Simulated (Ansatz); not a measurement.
## KF: geometry relaxation (part 2 of 2)

Continued. System: KF (P1, 4 atoms in the cell). Method: DFT PBE, scalar-relativistic, plane waves, PAW, no spin polarisation (Ansatz 0.2.0); cutoff 420 eV, 6×4×4 k-mesh, Gaussian smearing of 0.1 eV. The structure was built on a prototype by a generator; it need not be a known phase. It belongs to a series of runs on one base structure; here: random cell without symmetry.

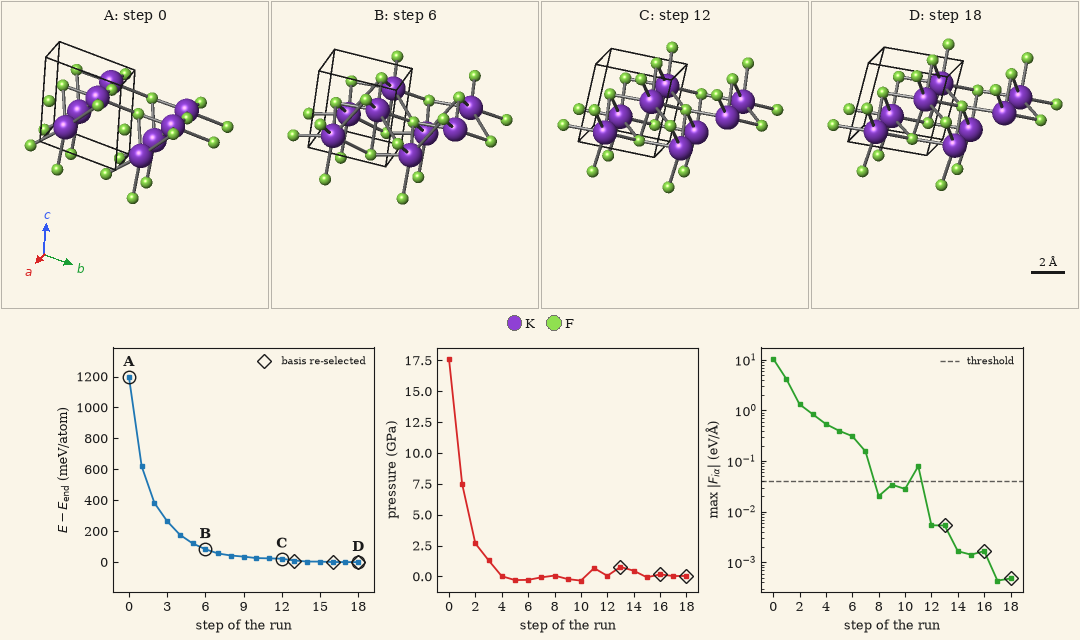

**Figure 1.** Frames of the relaxation (ball-and-stick view of the reduced cell, repeated 2 × 2 × 1, with bonded neighbours outside it, seen slightly off an axis) above the curves, on which the letters mark them (the first geometry is step 0 here and step 1 in the log).

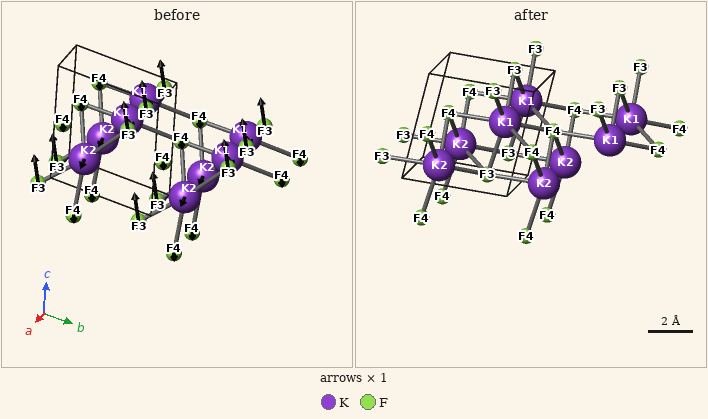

**Figure 2.** Before (left) and after (right) the relaxation, at one scale (ball-and-stick view of the reduced cell, repeated 2 × 2 × 1, with bonded neighbours outside it, seen slightly off an axis). The black arrows give the displacements (without the part carried along by the change of the cell), at true length. After 15 geometry steps the energy has fallen by 1196 meV per atom. The largest force component goes from 11 to 0.00048 eV/Å. Pressure: 17.65 GPa at the start and 0.04 GPa at the end. The basis was re-selected twice at an unchanged geometry, which shifts the energy a little without any move. The largest move relative to the cell is that of F3, 1.37 Å. By element the largest moves are F 1.37 Å, K 0.61 Å. Cell: a 4.048 → 3.705 Å (−8.5 %), b 5.062 → 4.981 Å (−1.6 %), c 5.185 → 4.984 Å (−3.9 %), α 105.5° → 84.9°, β 108.8° → 111.7°, γ 108.2° → 111.7°. Volume −9.1 %. Among the contacts that change: K1–F3 4.803 → 2.712 Å, K2–F3 4.567 → 2.715 Å, K1–F4 3.562 → 2.715 Å, K2–F4 3.249 → 2.715 Å. New bonds form: K1–F3 (4.80 → 2.71 Å), K1–F4 (3.56 → 2.71 Å), K2–F3 (4.27 → 2.71 Å), K2–F3 (4.57 → 2.71 Å). Bonds break: K2–F3 (2.83 → 4.56 Å). Among the angles that change: F3–K1–F3 148.2° → 86.0°, K1–F3–K1 148.2° → 86.0°, F3–K1–F4 46.3° → 76.5°. The space group (tolerance 0.01 Å) goes from P1 (No. 1) to Amm2 (No. 38). The energy change given includes the shifts at the re-selections in mid-walk, which come without any move. A last SCF at the same geometry on a re-selected plane-wave basis shifts the energy by −0.2 meV per atom. (Atoms are counted from 1 in the order of the input.)

```
basis re-selected at this cell: Δ(F+E_penalty+E_count) = -9.823e-4 eV, ΔP = +0.010 GPa vs the last step (what re-selecting the basis moved, of the pressure what is left beyond the Pulay correction that the steps carried, after the strain that the cell walked since its last selection, with what the two solves' SCF thresholds leave and, on support functions, any second-order correction that the steps lacked; it is no measure of the basis error at this ecutwfc). This SCF's stress stands 1.66e-1 GPa from its target on what of the cell is left free (relax.cell.stress_tol is 4.00e-1 GPa) and its largest allowed force component is 4.80e-4 eV/Å (relax.f_tol is 4.00e-2 eV/Å): within both
SCF converged after 5 iterations
Free energy (F): -4697.356617 eV
Harris-Foulkes:  -4697.356617 eV  (|F-HF|=7.96e-10)
Internal energy: -4697.356617 eV  (E = F + TS)
E sigma→0 (E₀):  -4697.356617 eV
Fermi energy:    4.261845 eV
--- Per-component energies (eV) ---
  E_band       = -260.746505
  E_kinetic    = 923.446357
  E_local      = -2280.618396  (includes V_loc(G=0)·N_el)
  E_nonlocal   = 171.790674
  E_hartree    = 825.774235
  E_xc         = -432.591379
  E_vxc        = -537.707599  (∫ρ·V_xc dr)
  E_paw        = -1964.219938  (= ΣΔE_a)
  E_vpaw       = -189.210142  (= ΣTr[D̂ρ^β])
  E_aug_tail   = 0.004115  (compensation charges beyond the density's cutoff)
  E_ewald      = -1940.942286
  E_smearing   = -0.000000  (= −TS)
  E_closure    = 0.000000  (closes the sum)
  Σ components = -4697.356617   (vs F -4697.356617, Δ=0.00e0)
--- Forces (eV/Å), atoms counted from 1 ---
  atom   1  K      0.00047987    -0.00000023     0.00035648
  atom   2  K      0.00034116    -0.00005772     0.00015184
  atom   3  F     -0.00045943     0.00013769    -0.00023031
  atom   4  F     -0.00036124    -0.00007969    -0.00027733
  max |Σ_I F_I| component: 6.87e-7 eV/Å
--- Stress (GPa, compression-positive) ---
       -0.045642      -0.009583      -0.014817
       -0.009583       0.054888       0.065657
       -0.014817       0.065657       0.124825
  P = ⅓ Tr σ = 0.0447 GPa (0.447 kbar)
--- Band table (eV; the first three rows and the last of 52) ---
  k-point 0: bands = ["-25.1960", "-25.0408", "-17.3391", "-17.3129", "-8.9243", "-8.8821", "-8.4823", "-8.4632", "-8.4598", "-8.3346", "0.8291", "0.9573", "1.0378", "1.2098", "1.2201", "1.4349", "7.0888", "10.2224", "10.5023", "10.6150"]
  k-point 1: bands = ["-25.1711", "-25.0613", "-17.3518", "-17.3339", "-8.8483", "-8.7705", "-8.5091", "-8.4836", "-8.4701", "-8.3918", "0.7959", "1.0241", "1.0934", "1.0980", "1.2162", "1.2874", "7.7822", "10.0456", "10.6642", "11.1096"]
  k-point 2: bands = ["-25.1140", "-25.1139", "-17.3595", "-17.3595", "-8.6707", "-8.6706", "-8.5486", "-8.5485", "-8.4810", "-8.4810", "0.8705", "0.8705", "1.1233", "1.1233", "1.1858", "1.1859", "9.1142", "9.1142", "11.5761", "11.5761"]
  k-point 51: bands = ["-25.0820", "-25.0819", "-17.3527", "-17.3527", "-8.7672", "-8.7672", "-8.6365", "-8.6364", "-8.5731", "-8.5731", "0.8688", "0.8688", "0.9892", "0.9893", "1.1569", "1.1569", "10.0243", "10.0243", "11.9294", "11.9296"]
--- Relaxed structure (16 steps of the walk, 16 accepted, 3 SCFs on fresh bases) ---
  F+E_penalty+E_count = -4697.35661743 eV   max|allowed force component| = 4.798e-4 eV/Å   (the final SCF, on the basis selected at the relaxed cell)
  cell:  # Å, volume = 79.2625 Å³
    - [3.6973769119846445, -0.11104870495349137, -0.20898949648454174]
    - [2.0397783434571184, 4.49661965014698, 0.7203888319125953]
    - [-1.61889004340506, -1.0274446780689626, 4.597598287385989]
  atoms:
    - { symbol: K, position: [0.48834648052263335, 0.26510195316685964, 0.15735831593682534] }
    - { symbol: K, position: [-0.01162724611048857, 0.7651135573456137, 0.6573722359056674] }
    - { symbol: F, position: [0.23894801697448353, -0.15062568411891086, 0.24168248313725552] }
    - { symbol: F, position: [0.7389175038133715, 0.34939462320643766, 0.7416820780202513] }
```

**Trajectory as extended XYZ (Å, eV, eV/Å), 19 frames, from step=1 to step=19**
```
4
Lattice="4.0481 0.0000 0.0000 2.3807 4.9095 0.0000 -1.5834 -1.9638 4.3888" Properties=species:S:1:pos:R:3:forces:R:3 step=1 energy=-4692.57175 pressure_GPa=17.65
K     2.5242    0.4479    1.1544  -10.2389   1.2274   2.0922
K     0.8041    1.9720    2.7992   -0.1975   0.1413   0.5267
F     0.1195    0.3106    0.6147   10.5819  -2.6042  -2.2281
F     2.5194   -0.2278    3.3231   -0.1455   1.2355  -0.3907
4
Lattice="4.2100 -0.0272 -0.0266 2.4430 4.8552 -0.0549 -1.6624 -1.9729 4.5443" Properties=species:S:1:pos:R:3:forces:R:3 step=2 energy=-4694.88058 pressure_GPa=7.49
K     2.5647    0.4688    1.0978   -3.9105   1.0765   0.1861
K     0.7796    1.9338    2.9234   -0.1334   0.0231   0.3941
F     0.2128    0.1311    0.6723    4.1912  -1.7696  -0.5356
F     2.5800   -0.1537    3.3714   -0.1474   0.6700  -0.0447
4
Lattice="4.3176 -0.0769 -0.0328 2.4460 4.7832 -0.0485 -1.6871 -1.9274 4.5794" Properties=species:S:1:pos:R:3:forces:R:3 step=3 energy=-4695.82631 pressure_GPa=2.68
K     2.5901    0.5445    1.0152   -1.0837   0.6846  -0.3561
K     0.7534    1.9063    3.0014   -0.1077  -0.0442   0.2705
F     0.2923   -0.0407    0.7405    1.3274  -1.1227   0.1070
F     2.6171   -0.1090    3.3696   -0.1360   0.4823  -0.0214
4
Lattice="4.3288 -0.1453 -0.0471 2.3696 4.5652 0.0028 -1.6737 -1.7761 4.5522" Properties=species:S:1:pos:R:3:forces:R:3 step=4 energy=-4696.29848 pressure_GPa=1.31
K     2.5779    0.5712    0.9049   -0.4464   0.5426  -0.4086
K     0.6754    1.8355    3.0517   -0.0768  -0.0716   0.1179
F     0.3015   -0.2060    0.8261    0.5932  -0.8435   0.2232
F     2.6444    0.0048    3.3375   -0.0701   0.3724   0.0672
4
Lattice="4.3362 -0.2163 -0.0562 2.2878 4.3623 0.0541 -1.6521 -1.6332 4.5387" Properties=species:S:1:pos:R:3:forces:R:3 step=5 energy=-4696.64861 pressure_GPa=0.02
K     2.5695    0.6001    0.8070   -0.0150   0.2771  -0.2694
K     0.6041    1.7745    3.1081   -0.0233   0.0173  -0.0283
F     0.3241   -0.3599    0.9058    0.0789  -0.5387   0.2147
F     2.6507    0.0951    3.3247   -0.0406   0.2443   0.0831
4
Lattice="4.3235 -0.2818 -0.0640 2.2009 4.1431 0.1087 -1.6237 -1.4825 4.5258" Properties=species:S:1:pos:R:3:forces:R:3 step=6 energy=-4696.87259 pressure_GPa=-0.29
K     2.5545    0.5886    0.7494    0.0973   0.1370  -0.1239
K     0.5405    1.7407    3.1255    0.0985   0.1979  -0.1150
F     0.3367   -0.5022    0.9532   -0.1212  -0.3967   0.2035
F     2.6424    0.1891    3.3504   -0.0746   0.0617   0.0352
4
Lattice="4.2914 -0.3192 -0.0680 2.1367 3.9943 0.1520 -1.5974 -1.3763 4.5159" Properties=species:S:1:pos:R:3:forces:R:3 step=7 energy=-4697.02279 pressure_GPa=-0.28
K     2.4974    0.5394    0.7254    0.1448   0.1111  -0.0720
K     0.5520    1.8100    3.1126    0.1222   0.2414  -0.1281
F     0.3069   -0.6363    0.9950   -0.1801  -0.3110   0.1846
F     2.6397    0.2567    3.3749   -0.0869  -0.0415   0.0155
4
Lattice="4.2330 -0.3414 -0.0669 2.0754 3.9079 0.2320 -1.5626 -1.2673 4.5165" Properties=species:S:1:pos:R:3:forces:R:3 step=8 energy=-4697.13337 pressure_GPa=-0.07
K     2.4339    0.5267    0.7266    0.1385   0.0545  -0.0410
K     0.5814    1.9515    3.1395    0.0585   0.1331  -0.0769
F     0.2717   -0.7594    1.0356   -0.1552  -0.1529   0.1036
F     2.6112    0.3086    3.4074   -0.0418  -0.0346   0.0142
4
Lattice="4.0833 -0.3232 -0.0503 2.0095 3.9858 0.3853 -1.4949 -1.1730 4.5657" Properties=species:S:1:pos:R:3:forces:R:3 step=9 energy=-4697.18568 pressure_GPa=0.07
K     2.3658    0.6048    0.7823    0.0173   0.0157   0.0203
K     0.5966    2.1735    3.2902   -0.0175   0.0127   0.0010
F     0.2315   -0.8514    1.0436   -0.0123  -0.0163  -0.0109
F     2.5273    0.3924    3.4938    0.0125  -0.0120  -0.0104
4
Lattice="3.9227 -0.2651 -0.0575 1.9855 4.1496 0.5178 -1.4681 -1.1254 4.5768" Properties=species:S:1:pos:R:3:forces:R:3 step=10 energy=-4697.21437 pressure_GPa=-0.21
K     2.2698    0.7287    0.8344   -0.0250   0.0083   0.0035
K     0.5723    2.3795    3.4112   -0.0343  -0.0083   0.0068
F     0.2208   -0.9014    1.0097    0.0314   0.0050  -0.0088
F     2.4434    0.4839    3.5269    0.0277  -0.0046  -0.0013
4
Lattice="3.7997 -0.1624 -0.1068 2.0377 4.3352 0.5852 -1.5232 -1.1295 4.4994" Properties=species:S:1:pos:R:3:forces:R:3 step=11 energy=-4697.25223 pressure_GPa=-0.34
K     2.1662    0.8629    0.7994   -0.0261   0.0148  -0.0136
K     0.5175    2.5506    3.3931   -0.0155   0.0024  -0.0061
F     0.2223   -0.9375    0.9868    0.0281  -0.0083   0.0073
F     2.3864    0.5848    3.4749    0.0134  -0.0088   0.0123
4
Lattice="3.7359 -0.0600 -0.1720 2.1243 4.4546 0.6019 -1.6186 -1.1439 4.3878" Properties=species:S:1:pos:R:3:forces:R:3 step=12 energy=-4697.25958 pressure_GPa=0.68
K     2.1014    0.9726    0.7284    0.0691  -0.0625   0.0557
K     0.4815    2.6424    3.3021    0.0740  -0.0061   0.0606
F     0.2160   -0.9496    0.9629   -0.0714   0.0242  -0.0371
F     2.3355    0.6651    3.3858   -0.0717   0.0444  -0.0793
4
Lattice="3.7949 -0.0821 -0.1668 2.1322 4.4332 0.5694 -1.6254 -1.1638 4.4068" Properties=species:S:1:pos:R:3:forces:R:3 step=13 energy=-4697.26849 pressure_GPa=0.05
K     2.1482    0.9326    0.7297    0.0037  -0.0035   0.0032
K     0.5056    2.6090    3.3012    0.0011  -0.0043   0.0030
F     0.2066   -0.9501    0.9722   -0.0023   0.0054  -0.0018
F     2.3576    0.6449    3.3779   -0.0025   0.0024  -0.0044
4
Lattice="3.7949 -0.0821 -0.1668 2.1322 4.4332 0.5694 -1.6254 -1.1638 4.4068" Properties=species:S:1:pos:R:3:forces:R:3 step=14 energy=-4697.31548 pressure_GPa=0.78
K     2.1482    0.9326    0.7297    0.0037  -0.0034   0.0036
K     0.5056    2.6090    3.3012    0.0011  -0.0043   0.0032
F     0.2066   -0.9501    0.9722   -0.0023   0.0053  -0.0021
F     2.3576    0.6449    3.3779   -0.0026   0.0023  -0.0047
4
Lattice="3.7363 -0.1007 -0.1930 2.0753 4.4526 0.6539 -1.6219 -1.0793 4.5063" Properties=species:S:1:pos:R:3:forces:R:3 step=15 energy=-4697.34157 pressure_GPa=0.47
K     2.1141    0.9525    0.7747    0.0003   0.0008   0.0010
K     0.4731    2.6894    3.4515   -0.0005   0.0015   0.0003
F     0.1932   -0.9467    0.9578    0.0005  -0.0006  -0.0003
F     2.2885    0.6900    3.4416   -0.0002  -0.0016  -0.0009
4
Lattice="3.7187 -0.1074 -0.2039 2.0567 4.4827 0.6957 -1.6235 -1.0472 4.5635" Properties=species:S:1:pos:R:3:forces:R:3 step=16 energy=-4697.34359 pressure_GPa=-0.07
K     2.1041    0.9676    0.7974   -0.0005   0.0005   0.0012
K     0.4618    2.7389    3.5290   -0.0011   0.0012   0.0012
F     0.1875   -0.9503    0.9550    0.0015  -0.0006  -0.0011
F     2.2642    0.7138    3.4826    0.0003  -0.0008  -0.0009
4
Lattice="3.7187 -0.1074 -0.2039 2.0567 4.4827 0.6957 -1.6235 -1.0472 4.5635" Properties=species:S:1:pos:R:3:forces:R:3 step=17 energy=-4697.35453 pressure_GPa=0.17
K     2.1041    0.9676    0.7974   -0.0004   0.0007   0.0016
K     0.4618    2.7389    3.5290   -0.0010   0.0013   0.0015
F     0.1875   -0.9503    0.9550    0.0013  -0.0009  -0.0017
F     2.2642    0.7138    3.4826    0.0001  -0.0011  -0.0015
4
Lattice="3.6974 -0.1110 -0.2090 2.0398 4.4966 0.7204 -1.6189 -1.0274 4.5976" Properties=species:S:1:pos:R:3:forces:R:3 step=18 energy=-4697.35563 pressure_GPa=0.03
K     2.0916    0.9762    0.8124    0.0005   0.0000   0.0003
K     0.4535    2.7663    3.5759    0.0003  -0.0001   0.0001
F     0.1850   -0.9522    0.9527   -0.0004   0.0003   0.0000
F     2.2440    0.7270    3.5072   -0.0003   0.0001  -0.0001
4
Lattice="3.6974 -0.1110 -0.2090 2.0398 4.4966 0.7204 -1.6189 -1.0274 4.5976" Properties=species:S:1:pos:R:3:forces:R:3 step=19 energy=-4697.35662 pressure_GPa=0.04
K     2.0916    0.9762    0.8124    0.0005   0.0000   0.0004
K     0.4535    2.7663    3.5759    0.0003  -0.0001   0.0002
F     0.1850   -0.9522    0.9527   -0.0005   0.0001  -0.0002
F     2.2440    0.7270    3.5072   -0.0004  -0.0001  -0.0003
```

The run was set up as follows.

**Input file**
```yaml
crystal:
  lattice:
    - [4.048130404, 0.0, 0.0]
    - [2.3807367626, 4.909489131, 0.0]
    - [-1.5833748242, -1.9637652697, 4.3888238064]
  atoms:
    - { symbol: K, position: [0.6108990148, 0.1964406799, 0.2630334734] }
    - { symbol: K, position: [0.061853698, 0.656788567, 0.6378109051] }
    - { symbol: F, position: [0.0141409507, 0.1192919507, 0.1400713613] }
    - { symbol: F, position: [0.7676910917, 0.256463252, 0.7571793732] }
basis:
  ecutwfc: 420
kpoints:
  mp_grid: { grid: [6, 4, 4] }
hamiltonian:
  xc: pbe
scf:
  occupations: { method: gaussian, width: 0.1 }
  lower_state_search: "off"
output:
  forces: true
  stress: true
  eigenvalues: true
relax:
  adjacent_minimum: "off"
  f_tol: 0.04
  max_steps: 70
  cell: { stress_tol: 0.4 }
```

Command:
```bash
ansatz run input.yaml --threads 1 --pin off --max-ram 2560MiB --backend cpu --events-out ev --progress --plain --runs-dir out
```

**Summary**

```json
{"quantity": "outcome", "value": "converged"}
{"quantity": "space group (tolerance 0.01 Å)", "value": "P1 (1) → Amm2 (38)"}
{"quantity": "electrons treated", "value": "32"}
{"quantity": "free energy", "value": "−4697.3566 eV"}
{"quantity": "Fermi energy", "value": "4.262 eV"}
{"quantity": "gap on the k-point mesh", "value": "5.65 eV"}
{"quantity": "pressure", "value": "0.04 GPa"}
{"quantity": "final volume", "value": "79.26 Å³"}
{"quantity": "largest force (length of the vector) at the end", "value": "0.001 eV/Å"}
{"quantity": "final cell", "value": "a = 3.705 Å, b = 4.990 Å, c = 4.981 Å, α = 100.69°, β = 111.73°, γ = 68.11°"}
{"quantity": "hardware", "value": "1 thread of Intel Xeon (Granite Rapids), 32 GiB of memory available, shared host"}
{"quantity": "wall time", "value": "76 s"}
{"quantity": "peak memory", "value": "0.47 GiB"}
```
